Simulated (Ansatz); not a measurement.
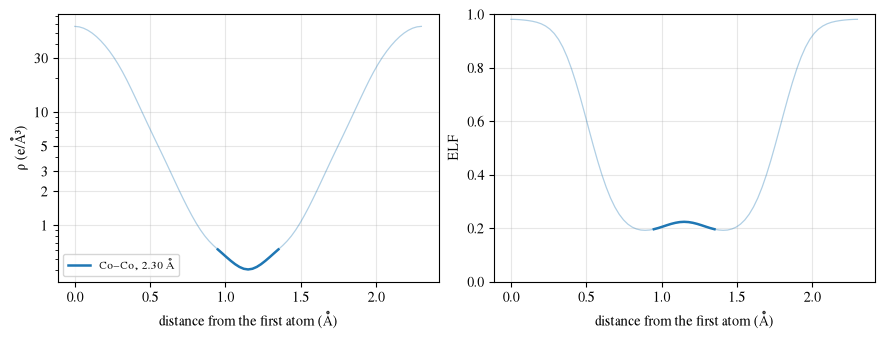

Co. Valence charge density (pseudo) and ELF along straight lines between neighbouring atoms. Thin, pale parts lie inside the atomic spheres.

Space group Pm-3m; set up as Co, simple cubic; a generated structure, not necessarily the stable one; computed without spin polarisation.

Level of theory: DFT, revPBE, plane waves (420 eV) with PAW, scalar-relativistic (Ansatz 0.2.0).

Core electrons are frozen (PAW), and the valence fields are smoothed inside the atomic spheres.

What can be read from the curves?

Co–Co (2.30 Å): ρ at the midpoint is about 0.41 e/Å³; the ELF is about 0.20 at the midpoint: no shared electron pair shows on this line.
